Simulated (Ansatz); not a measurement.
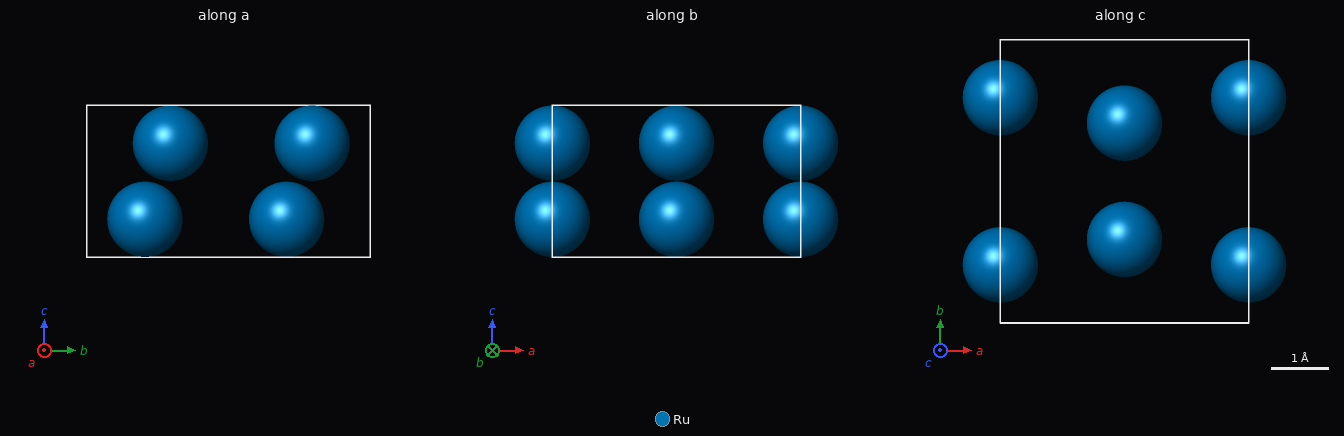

Spheres-only representation of a periodic structure, projected along the a axis, along the b axis and along the c axis. The wireframe shows the conventional unit cell.

Lattice parameters: a = 4.414 Å, b = 5.039 Å, c = 2.705 Å, α = 90.00°, β = 90.00°, γ = 90.00°. Put a along x and b in the xy plane.

Q: Write down what is shown as a POSCAR file, with free fractional coordinates to two decimals.

A:
```
Ru
1.0
     4.414    0.000    0.000
     0.000    5.039    0.000
     0.000    0.000    2.705
Ru
4
Direct
  0.50 0.71 0.25
  0.50 0.29 0.75
  0.00 0.21 0.25
  0.00 0.79 0.75
```

Source of the structure: a random cell made by a generator, so it need not be a real form of the element. Relaxation method: DFT PBE, scalar-relativistic, plane waves, PAW (Ansatz 0.2.0).
